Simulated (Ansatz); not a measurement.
The coordinates of a crystal:

```xyz
4
Lattice="4.2220 0.0000 0.0000 0.0000 3.3550 0.0000 0.0000 0.0000 5.6741" Properties=species:S:1:pos:R:3 pbc="T T T"
Sn    2.0555    0.0000    4.3582
Sn    4.1665    1.6775    1.3159
O     0.8110    0.0000    0.6171
O     3.2220    1.6775    5.0570
```

**Work out the structure from the coordinates.**

It has the composition SnO. The structure has Pm (No. 6) symmetry and a primitive monoclinic lattice. Atoms per cell: 4 (2 Sn, 2 O). Each Sn has three O in a trigonal pyramidal arrangement at 2.01 to 2.30 Å. Each O has three Sn at 2.01 to 2.30 Å. The bonds build SnO layers parallel to (001).

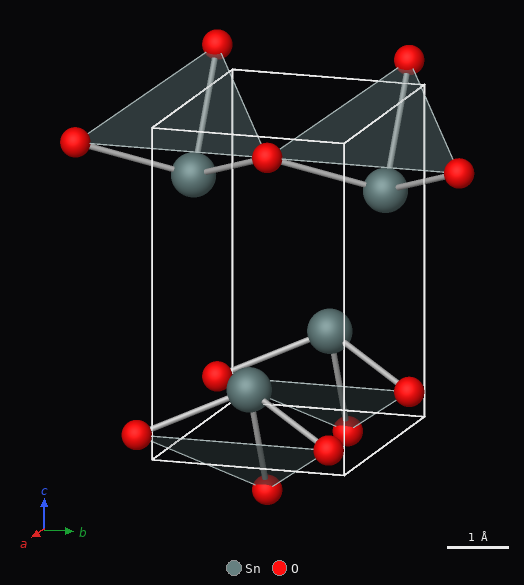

Drawn in the polyhedral manner and seen slightly off an axis. The lines enclose the conventional unit cell; boundary atoms appear with their images. Some neighbours outside the box are added.

Origin of the cell: a structure listed in the Materials Project. The cell was then strained or its atoms displaced on purpose. A calculation with Ansatz used it as input.

At this level of theory the run's own cell isn't at rest (forces up to 2.5 eV/Å), so its distances can differ from those at equilibrium, the more so the softer the solid.
